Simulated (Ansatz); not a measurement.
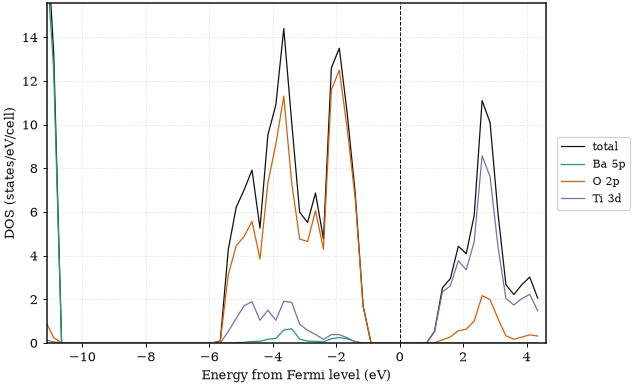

Density of states of BaTiO3, space group P4/mmm, 10 atoms in the cell, a database entry, rescaled. Level of theory: DFT with r2SCAN, PAW plane waves, no spin polarisation, 6×6×6 k mesh; code Ansatz 0.2.0. Energies are counted from the Fermi level. The partial curves are projected on Löwdin-orthogonalised atomic shells.

There is a gap; over the k points computed it is 2.14 eV. By projected weight, the top eV of the valence band is O 2p almost alone; the bottom eV of the conduction band is Ti 3d almost alone. The gap is of charge-transfer type, from anion p to metal d states. The upper group of valence states starts about 4.5 eV under the valence-band top (which lies at −1.1 eV on this axis), with a gap beneath it; it holds about 36 electrons a cell.
